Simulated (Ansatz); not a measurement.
## Run report: Ga$_{45}$Al$_{19}$As$_{64}$, single-point calculation (part 1 of 3)

The run: single-point calculation of Ga$_{45}$Al$_{19}$As$_{64}$ (128 atoms in the cell). Method and program: DFT, HSE06 with spin-orbit coupling, PAW, plane waves (Ansatz 0.2.0).

The structure was built on a prototype by a generator; it need not be a known phase.

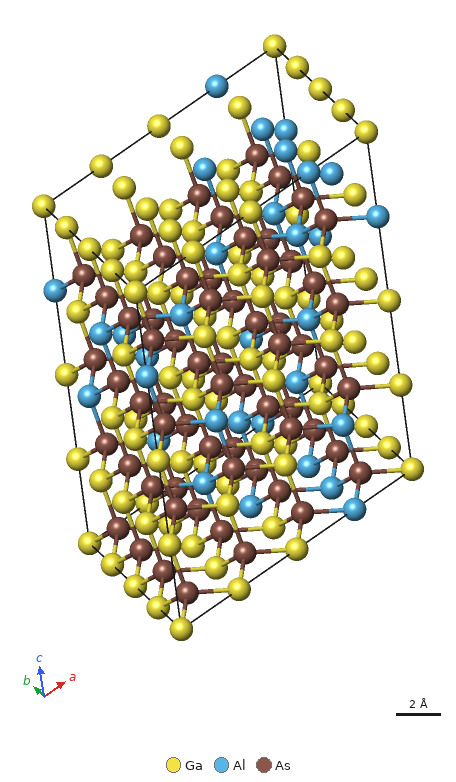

**Figure 1.** The structure (ball-and-stick view of the cell of the calculation, seen slightly off an axis).

### Input
```yaml
crystal:
  lattice:
    - [0.000000, 11.327376, 11.327376]
    - [11.327376, 0.000000, 11.327376]
    - [11.327376, 11.327376, 0.000000]
  atoms:
    - { symbol: Ga, position: [0.000494, 0.000024, 0.999779] }
    - { symbol: Ga, position: [0.499919, 0.999973, 0.000379] }
    - { symbol: Ga, position: [0.000046, 0.500116, 0.999851] }
    - { symbol: Ga, position: [0.000125, 0.000305, 0.499933] }
    - { symbol: Ga, position: [0.499740, 0.000316, 0.500412] }
    - { symbol: Ga, position: [0.750435, 0.249322, 0.250122] }
    - { symbol: Ga, position: [0.000406, 0.500042, 0.499687] }
    - { symbol: Ga, position: [0.500148, 0.500196, 0.500006] }
    - { symbol: Ga, position: [0.750027, 0.749436, 0.250494] }
    - { symbol: Ga, position: [0.249804, 0.749768, 0.750314] }
    - { symbol: Ga, position: [0.749653, 0.750271, 0.750173] }
    - { symbol: Ga, position: [0.999891, 0.000581, 0.249841] }
    - { symbol: Ga, position: [0.250220, 0.250122, 0.999760] }
    - { symbol: Ga, position: [0.499969, 0.999861, 0.250238] }
    - { symbol: Ga, position: [0.999689, 0.500354, 0.249987] }
    - { symbol: Ga, position: [0.249964, 0.750423, 0.999569] }
    - { symbol: Ga, position: [0.250414, 0.249839, 0.499653] }
    - { symbol: Ga, position: [0.750127, 0.749820, 0.000235] }
    - { symbol: Ga, position: [0.500310, 0.999829, 0.750099] }
    - { symbol: Ga, position: [0.749703, 0.749894, 0.500064] }
    - { symbol: Ga, position: [0.999666, 0.249849, 0.000891] }
    - { symbol: Ga, position: [0.250080, 0.000085, 0.249707] }
    - { symbol: Ga, position: [0.499394, 0.249919, 0.001079] }
    - { symbol: Ga, position: [0.000048, 0.749507, 0.000647] }
    - { symbol: Ga, position: [0.999458, 0.250718, 0.500346] }
    - { symbol: Ga, position: [0.249640, 0.499887, 0.250518] }
    - { symbol: Ga, position: [0.500052, 0.750226, 0.000023] }
    - { symbol: Ga, position: [0.250101, 0.000198, 0.749929] }
    - { symbol: Ga, position: [0.499633, 0.250136, 0.500695] }
    - { symbol: Ga, position: [0.749864, 0.999643, 0.750188] }
    - { symbol: Ga, position: [0.249539, 0.500085, 0.750879] }
    - { symbol: Ga, position: [0.499929, 0.750093, 0.500229] }
    - { symbol: Ga, position: [0.250213, 0.999978, 0.999801] }
    - { symbol: Ga, position: [0.000118, 0.250183, 0.250148] }
    - { symbol: Ga, position: [0.249714, 0.500066, 0.000337] }
    - { symbol: Ga, position: [0.500006, 0.249826, 0.250898] }
    - { symbol: Ga, position: [0.750067, 0.999755, 0.500205] }
    - { symbol: Ga, position: [0.999880, 0.750147, 0.250056] }
    - { symbol: Ga, position: [0.000334, 0.249642, 0.750246] }
    - { symbol: Ga, position: [0.250617, 0.498984, 0.500464] }
    - { symbol: Ga, position: [0.499711, 0.750255, 0.250300] }
    - { symbol: Ga, position: [0.499783, 0.249975, 0.750823] }
    - { symbol: Ga, position: [0.750553, 0.500433, 0.499355] }
    - { symbol: Ga, position: [0.000003, 0.749426, 0.750645] }
    - { symbol: Ga, position: [0.499783, 0.750431, 0.749948] }
    - { symbol: Al, position: [0.249606, 0.249592, 0.250406] }
    - { symbol: Al, position: [0.499309, 0.500287, 0.999632] }
    - { symbol: Al, position: [0.249752, 0.749956, 0.249538] }
    - { symbol: Al, position: [0.249287, 0.249601, 0.750701] }
    - { symbol: Al, position: [0.750361, 0.249765, 0.749154] }
    - { symbol: Al, position: [0.750293, 0.249315, 0.999626] }
    - { symbol: Al, position: [0.000077, 0.999392, 0.749488] }
    - { symbol: Al, position: [0.499551, 0.500021, 0.249583] }
    - { symbol: Al, position: [0.749978, 0.249520, 0.499268] }
    - { symbol: Al, position: [0.999475, 0.500041, 0.749239] }
    - { symbol: Al, position: [0.249937, 0.748994, 0.499966] }
    - { symbol: Al, position: [0.499849, 0.499724, 0.749649] }
    - { symbol: Al, position: [0.749965, 0.999742, 0.249635] }
    - { symbol: Al, position: [0.749325, 0.500213, 0.249533] }
    - { symbol: Al, position: [0.999440, 0.750767, 0.499911] }
    - { symbol: Al, position: [0.749408, 0.500021, 0.749828] }
    - { symbol: Al, position: [0.750304, 0.999564, 0.999556] }
    - { symbol: Al, position: [0.250356, 0.998734, 0.499973] }
    - { symbol: Al, position: [0.750050, 0.500019, 0.999489] }
    - { symbol: As, position: [0.062731, 0.062469, 0.062403] }
    - { symbol: As, position: [0.562433, 0.062431, 0.062929] }
    - { symbol: As, position: [0.062477, 0.562105, 0.062636] }
    - { symbol: As, position: [0.062722, 0.063226, 0.561904] }
    - { symbol: As, position: [0.312452, 0.312462, 0.312320] }
    - { symbol: As, position: [0.562317, 0.562631, 0.062069] }
    - { symbol: As, position: [0.562531, 0.062646, 0.562708] }
    - { symbol: As, position: [0.812688, 0.312576, 0.311919] }
    - { symbol: As, position: [0.063111, 0.563003, 0.561737] }
    - { symbol: As, position: [0.312153, 0.812672, 0.312198] }
    - { symbol: As, position: [0.312356, 0.312378, 0.812530] }
    - { symbol: As, position: [0.562968, 0.562677, 0.562022] }
    - { symbol: As, position: [0.812448, 0.812184, 0.312755] }
    - { symbol: As, position: [0.812685, 0.312333, 0.811969] }
    - { symbol: As, position: [0.312200, 0.812705, 0.812222] }
    - { symbol: As, position: [0.812344, 0.812328, 0.812811] }
    - { symbol: As, position: [0.062528, 0.062634, 0.312455] }
    - { symbol: As, position: [0.312102, 0.312597, 0.062800] }
    - { symbol: As, position: [0.562198, 0.062487, 0.312977] }
    - { symbol: As, position: [0.812127, 0.312108, 0.062671] }
    - { symbol: As, position: [0.062377, 0.562512, 0.312375] }
    - { symbol: As, position: [0.312725, 0.812675, 0.062036] }
    - { symbol: As, position: [0.062527, 0.062174, 0.812168] }
    - { symbol: As, position: [0.312332, 0.311810, 0.562992] }
    - { symbol: As, position: [0.561557, 0.562616, 0.312611] }
    - { symbol: As, position: [0.812533, 0.812000, 0.062919] }
    - { symbol: As, position: [0.562385, 0.062412, 0.812732] }
    - { symbol: As, position: [0.812050, 0.312810, 0.561620] }
    - { symbol: As, position: [0.062203, 0.561929, 0.812261] }
    - { symbol: As, position: [0.312389, 0.811205, 0.562874] }
    - { symbol: As, position: [0.561878, 0.562826, 0.812066] }
    - { symbol: As, position: [0.811860, 0.812466, 0.562753] }
    - { symbol: As, position: [0.062690, 0.312478, 0.062599] }
    - { symbol: As, position: [0.312843, 0.062105, 0.312449] }
    - { symbol: As, position: [0.562478, 0.312450, 0.063255] }
    - { symbol: As, position: [0.812383, 0.061998, 0.312632] }
    - { symbol: As, position: [0.062509, 0.812539, 0.062554] }
    - { symbol: As, position: [0.062719, 0.312595, 0.562548] }
    - { symbol: As, position: [0.312136, 0.562322, 0.313073] }
    - { symbol: As, position: [0.562537, 0.812456, 0.062698] }
    - { symbol: As, position: [0.312956, 0.062124, 0.812460] }
    - { symbol: As, position: [0.562247, 0.312682, 0.563132] }
    - { symbol: As, position: [0.812259, 0.562207, 0.312121] }
    - { symbol: As, position: [0.812735, 0.062383, 0.812228] }
    - { symbol: As, position: [0.062300, 0.812729, 0.562966] }
    - { symbol: As, position: [0.312263, 0.562499, 0.812953] }
    - { symbol: As, position: [0.562306, 0.812748, 0.562462] }
    - { symbol: As, position: [0.812100, 0.562762, 0.811937] }
    - { symbol: As, position: [0.312506, 0.062569, 0.062306] }
    - { symbol: As, position: [0.812952, 0.061985, 0.062216] }
    - { symbol: As, position: [0.062066, 0.312972, 0.312917] }
    - { symbol: As, position: [0.311756, 0.562947, 0.062924] }
    - { symbol: As, position: [0.312268, 0.062258, 0.562305] }
    - { symbol: As, position: [0.562844, 0.312235, 0.313166] }
    - { symbol: As, position: [0.812456, 0.562551, 0.061977] }
    - { symbol: As, position: [0.812724, 0.061841, 0.562812] }
    - { symbol: As, position: [0.062242, 0.813213, 0.312350] }
    - { symbol: As, position: [0.061765, 0.312523, 0.813334] }
    - { symbol: As, position: [0.312754, 0.561448, 0.563332] }
    - { symbol: As, position: [0.562442, 0.812440, 0.312643] }
    - { symbol: As, position: [0.562648, 0.312047, 0.813454] }
    - { symbol: As, position: [0.812801, 0.562520, 0.562288] }
    - { symbol: As, position: [0.062473, 0.811767, 0.813165] }
    - { symbol: As, position: [0.562384, 0.812563, 0.812651] }
kpoints:
  mp_grid: { grid: [1, 1, 1] }
hamiltonian:
  xc: hse06
magnetization:
  noncollinear: true
  spin_orbit: true
scf:
  occupations: { method: fermi_dirac, width: 0.01 }
output:
  forces: true
  eigenvalues: true
  populations: true
  eigenstates: { kpoints: [[0, 0, 0]], e_range: [-6.0, 6.0], localisation: true }
```

Run on 1 × NVIDIA GB300 Max-Q, 32 threads of Arm Neoverse-V2, 180 GiB of memory available, shared host.

Launched with:
```bash
ansatz run in.yaml --threads 32 --pin off --max-ram 171000MiB --runs-dir r --events-out ev --progress --plain --backend cuda --devices 0,
```

### The program's output
```
Pseudopotentials: kind: paw_fr
Functional definition: HSE06
  parameter a = 0.25
  parameter omega = 0.11/bohr
  exchange = pbe_x - a*pbe_x_sr(omega) + a*exact_x_sr(omega)
  correlation = pbe_c
non-collinear run that drives no moment, with spin-orbit: no starting moment large enough to seed its density (crystal.atoms[].spin), no starting occupations that ask for one, no magnetisation constraint and no magnetic field, so the semilocal B_xc is pinned to zero
Crystal: 128 atoms, lattice volume = 2906.819 Å³
Basis set: ecut = 420 eV, 56905 PW (Γ), exchange–correlation on 216×216×216 points (8 copies of the dense FFT grid, shifted against one another)
Bands: 1924, of which v1, the nominal top of the filled ones, is band 1602 counted from 1 (1601 counted from 0)
Symmetry: 1 space group operations + 1 with time reversal
Magnetic group: BNS 1.2 (UNI 2), of the structure as read, at distance tolerance 1.4e-4 Å
k-points: 1
Projection manifold: j_resolved (fully-relativistic pseudo-atomic orbitals)
Non-local potential: Ga, projectors of the file, l = 0: 2, l = 1: 4, l = 2: 6, l = 3: 2
Non-local potential: Al, projectors of the file, l = 0: 2, l = 1: 4, l = 2: 2
Non-local potential: As, projectors of the file, l = 0: 2, l = 1: 4, l = 2: 6, l = 3: 2
PAW form: soft (Blöchl's): semilocal exchange-correlation on the pseudo side does not see the compensation charge
PAW frozen core: Ga, regenerated for the run's functional, and the local potential with it (the file was generated under x = pbe(κ = 0.804, μ = 0.2195149727645171), c = pbe(β = 0.06672455060314922))
PAW frozen core: Al, regenerated for the run's functional, and the local potential with it (the file was generated under x = pbe(κ = 0.804, μ = 0.2195149727645171), c = pbe(β = 0.06672455060314922))
PAW frozen core: As, regenerated for the run's functional, and the local potential with it (the file was generated under x = pbe(κ = 0.804, μ = 0.2195149727645171), c = pbe(β = 0.06672455060314922))
PAW one-centre angular grid: Ga, 590 points (default); XC on 96 Gauss nodes
PAW one-centre angular grid: Al, 110 points (default); XC on 64 Gauss nodes
PAW one-centre angular grid: As, 590 points (default); XC on 187 of its mesh's 2695 points in the sphere
Initial density: superposition of atomic densities (chi_scale 0.1, normalization cell, long waves kept (reshape's long-wave potential 0.09 eV rms))
Initial wavefunctions: pseudopotential atomic-orbital guess
Functional: x = pbe(κ = 0.804, μ = 0.2195149727645171), c = pbe(β = 0.06672455060314922), warm-up for x = pbe(κ = 0.804, μ = 0.2195149727645171) + 0.25 (exact − pbe) at short range (hse, ω = 0.20786987370883472 Å⁻¹), c = pbe(β = 0.06672455060314922); HSE06 as pw.x's `hse` composes it (authors' and Libxc's form: `xc: wpbeh`)
SCF iter   1: F=—  HF=-491286.545199 eV  |F-HF|=—  |Δ(HF+E_count)|=         —  Δρ=3.74e-2  dr2=2.84e1  dr2_m=0.00e0 (ungated)  ethr=1.00e-1  |M|=0.00e0 ∫|m|=0.00e0 μB  |m|>n=0.0e0 m-floor=0.0e0 τ_xc=0.0e0  β_m=0.30  ⟨swp⟩=5.0  Hψ=6758  notcnv=0
preconditioner: auto → none  [insulator: Δε(μ)=0.748 eV  Ē_g=13.890 eV  σ=0.010 eV  W_gap=1.00  n_scr=724 (ndim 8)  ℏωp=21.4 eV  f_vac=0.000  D(μ)=0.00/eV (n_scr^D=0)]
SCF iter   2: F=—  HF=-491294.021514 eV  |F-HF|=—  |Δ(HF+E_count)|=    7.48e0  Δρ=2.80e-2  dr2=1.64e1  dr2_m=0.00e0 (ungated)  ethr=1.77e-3  |M|=0.00e0 ∫|m|=0.00e0 μB  |m|>n=0.0e0 m-floor=0.0e0 τ_xc=0.0e0  β_m=0.63  ⟨swp⟩=11.0  Hψ=6546  notcnv=0
SCF iter   3: F=—  HF=-491297.265890 eV  |F-HF|=—  |Δ(HF+E_count)|=    3.24e0  Δρ=9.25e-3  dr2=3.10e1  dr2_m=0.00e0 (ungated)  ethr=1.02e-3  |M|=0.00e0 ∫|m|=0.00e0 μB  |m|>n=0.0e0 m-floor=0.0e0 τ_xc=0.0e0  β_m=0.49  ⟨swp⟩=6.0  Hψ=5412  notcnv=0  defer=229
SCF iter   4: F=—  HF=-491292.789562 eV  |F-HF|=—  |Δ(HF+E_count)|=    4.48e0  Δρ=5.17e-3  dr2=5.09e0  dr2_m=0.00e0 (ungated)  ethr=1.02e-3  |M|=0.00e0 ∫|m|=0.00e0 μB  |m|>n=0.0e0 m-floor=0.0e0 τ_xc=0.0e0  β_m=0.38  ⟨swp⟩=20.0  Hψ=6449  notcnv=5  defer=21
iter 5 solved again at ethr=1.61e-5 eV; its pass at ethr=3.17e-4 eV (dr2=2.59e-1 eV) is discarded
SCF iter   5: F=—  HF=-491291.911119 eV  |F-HF|=—  |Δ(HF+E_count)|=   8.78e-1  Δρ=2.38e-3  dr2=2.43e-1  dr2_m=0.00e0 (ungated)  ethr=1.61e-5  |M|=0.00e0 ∫|m|=0.00e0 μB  |m|>n=0.0e0 m-floor=0.0e0 τ_xc=0.0e0  β_m=0.44  ⟨swp⟩=8.0  Hψ=10310  notcnv=0  defer=182
SCF iter   6: F=—  HF=-491291.850251 eV  |F-HF|=—  |Δ(HF+E_count)|=   6.09e-2  Δρ=1.24e-3  dr2=8.78e-2  dr2_m=0.00e0 (ungated)  ethr=1.52e-5  |M|=0.00e0 ∫|m|=0.00e0 μB  |m|>n=0.0e0 m-floor=0.0e0 τ_xc=0.0e0  β_m=0.46  ⟨swp⟩=14.0  Hψ=5195  notcnv=0  defer=57
SCF iter   7: F=—  HF=-491291.844075 eV  |F-HF|=—  |Δ(HF+E_count)|=   6.18e-3  Δρ=5.74e-4  dr2=5.29e-2  dr2_m=0.00e0 (ungated)  ethr=5.48e-6  |M|=0.00e0 ∫|m|=0.00e0 μB  |m|>n=0.0e0 m-floor=0.0e0 τ_xc=0.0e0  β_m=0.37  ⟨swp⟩=15.0  Hψ=6272  notcnv=0  defer=49
SCF iter   8: F=—  HF=-491291.837345 eV  |F-HF|=—  |Δ(HF+E_count)|=   6.73e-3  Δρ=2.95e-4  dr2=1.55e-3  dr2_m=0.00e0 (ungated)  ethr=3.30e-6  |M|=0.00e0 ∫|m|=0.00e0 μB  |m|>n=0.0e0 m-floor=0.0e0 τ_xc=0.0e0  β_m=0.43  ⟨swp⟩=13.0  Hψ=5301  notcnv=0  defer=57
SCF iter   9: F=—  HF=-491291.838660 eV  |F-HF|=—  |Δ(HF+E_count)|=   1.31e-3  Δρ=1.25e-4  dr2=6.63e-4  dr2_m=0.00e0 (ungated)  ethr=9.64e-8  |M|=0.00e0 ∫|m|=0.00e0 μB  |m|>n=0.0e0 m-floor=0.0e0 τ_xc=0.0e0  β_m=0.40  ⟨swp⟩=7.0  Hψ=6854  notcnv=0  defer=47
SCF iter  10: F=—  HF=-491291.838744 eV  |F-HF|=—  |Δ(HF+E_count)|=   8.43e-5  Δρ=6.28e-5  dr2=1.53e-4  dr2_m=0.00e0 (ungated)  ethr=4.14e-8  |M|=0.00e0 ∫|m|=0.00e0 μB  |m|>n=0.0e0 m-floor=0.0e0 τ_xc=0.0e0  β_m=0.44  ⟨swp⟩=6.0  Hψ=4023  notcnv=0  defer=32
SCF iter  11: F=—  HF=-491291.838812 eV  |F-HF|=—  |Δ(HF+E_count)|=   6.84e-5  Δρ=3.18e-5  dr2=1.67e-4  dr2_m=0.00e0 (ungated)  ethr=9.53e-9  |M|=0.00e0 ∫|m|=0.00e0 μB  |m|>n=0.0e0 m-floor=0.0e0 τ_xc=0.0e0  β_m=0.36  ⟨swp⟩=7.0  Hψ=4552  notcnv=0  defer=23
SCF iter  12: F=-491291.838803 eV  HF=-491291.838805 eV  |F-HF|=2.51e-6  |Δ(HF+E_count)|=   7.13e-6  Δρ=1.40e-5  dr2=9.45e-6  dr2_m=0.00e0 (ungated)  ethr=9.53e-9  |M|=0.00e0 ∫|m|=0.00e0 μB  |m|>n=0.0e0 m-floor=0.0e0 τ_xc=0.0e0  ⟨swp⟩=9.0  Hψ=3886  notcnv=0  defer=22
SCF 1 stopped early in 12 iterations: F = -491291.838803 eV  dr2 = 9.45e-6
  greatest PAW one-centre occupation: 0.999 electrons in one spin orbital (limit 2), on the As atom at site 96 (counted from 0), in its partial waves of l = 2
Projection manifold: j_resolved (fully-relativistic pseudo-atomic orbitals)
Initial density: handed on by an earlier stage of this run
Initial wavefunctions: those handed on with the density
Functional: x = pbe(κ = 0.804, μ = 0.2195149727645171) + 0.25 (exact − pbe) at short range (hse, ω = 0.20786987370883472 Å⁻¹), c = pbe(β = 0.06672455060314922); HSE06 as pw.x's `hse` composes it (authors' and Libxc's form: `xc: wpbeh`)
Exchange kernel: α = 0.2500, screened, ω = 0.2079 Å⁻¹, Wigner–Seitz truncation, v(0) = 1027.0630 eV·Å³, q-mesh 1×1×1, nearest image of the exchange supercell L = 16.02 Å, pair-density grid 60×60×60, without the augmentation charges, whose exchange is taken in its separable form (sized by the pseudopotential files, 90×90×90 at the most)
Frozen-core exchange: fock
```
